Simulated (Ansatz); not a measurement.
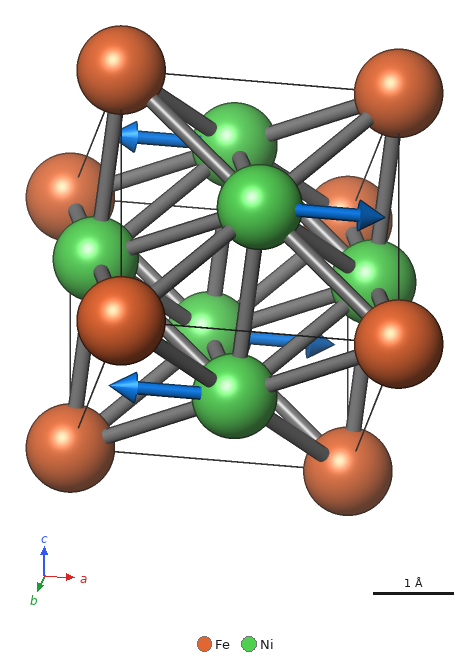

One vibrational mode of a crystal of FeNi₃ at the zone centre. The blue arrows are the displacements of the atoms (eigenvector over the root of the mass), of arbitrary overall length and sign. Style: ball-and-stick. Shown: the cell of the calculation, from a free direction.

These are results of DFT PBE, scalar-relativistic, plane waves, PAW in Ansatz 0.2.0, not measurements.

Input
```yaml
crystal:
  lattice:
    - [3.5446221874, 0.0, 0.0]
    - [0.0, 3.5446221874, 0.0]
    - [0.0, 0.0, 3.5446221874]
  atoms:
    - { symbol: Fe, position: [0.0, 0.0, 0.0], spin: -3.2 }
    - { symbol: Ni, position: [0.0, 0.5, 0.5], spin: -0.76 }
    - { symbol: Ni, position: [0.5, 0.0, 0.5], spin: -0.76 }
    - { symbol: Ni, position: [0.5, 0.5, 0.0], spin: -0.76 }
basis:
  ecutwfc: 420
kpoints:
  mp_grid: { grid: [14, 14, 14] }
hamiltonian:
  xc: pbe
scf:
  occupations: { method: gaussian, width: 0.2 }
output:
  eigenvalues: true
  populations: true
magnetization:
  spin_polarized: true
phonons:
  method: dfpt
  eigenvectors: true
```

Launched with:
```bash
ansatz run input.yaml --threads 1 --pin off --max-ram 2560MiB --backend cpu --events-out ev --progress --plain --runs-dir out
```

The frequencies depend somewhat on the k-mesh and the smearing.

> What mode is this, and where does it lie in the spectrum?

This is the T₂u mode (triply degenerate; one member of the set is drawn) at 199 cm⁻¹, the lowest optical level, silent by symmetry (neither infrared- nor Raman-active). The Fe atoms stay at rest; all motion is along a; atoms of one kind move against one another, with no net shift of their sublattice.
